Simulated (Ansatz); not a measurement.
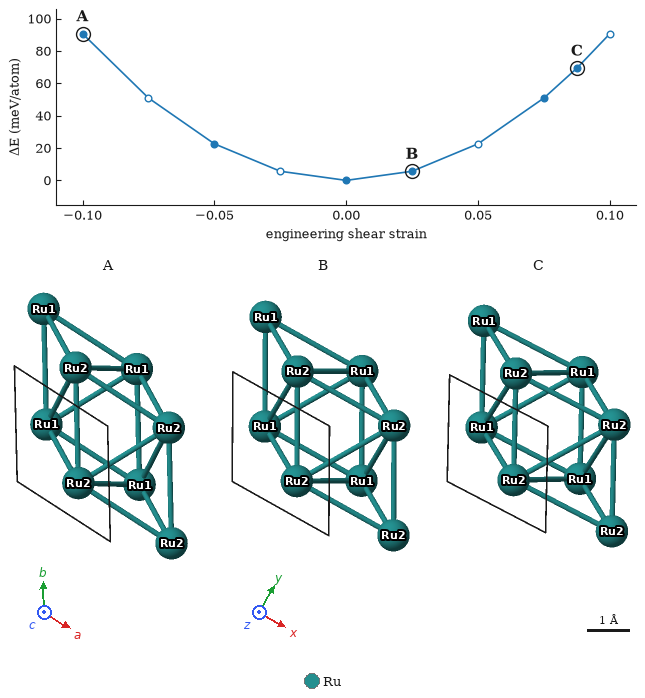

Energy scan for a crystal of Ru (P6_3/mmc), in which the cell is strained in shear in the xy plane, with the atoms kept at their fractional coordinates. x, y and z are the Cartesian axes of the input. The lettered frames are marked on the plot. Hollow markers are points alike by symmetry, not computed again. Style: ball-and-stick. Shown: the cell of the calculation, repeated 2 × 2 × 1 with one cell outlined, along the c axis.

The calculation used DFT PBEsol, scalar-relativistic, plane waves, PAW in Ansatz. Settings: plane-wave cutoff 420 eV; k-point mesh 24 × 24 × 14; occupations gaussian; smearing width 0.15 eV; no spin polarisation. Energies (free energies at the smearing named) are counted from the relaxed crystal.

Q: Describe the profile.

A: Of the computed points the lowest is at the strain 0.00, 0.0 meV/atom. The end points stand at 90.7 meV/atom (−0.10) and 90.7 meV/atom (0.10). The distortion takes the space group from P6_3/mmc to P2_1/m. At the strain −0.10 the cell of the drawing goes a 2.690 → 2.693 Å, b 2.690 → 2.807 Å, γ 120.0° → 124.2°.
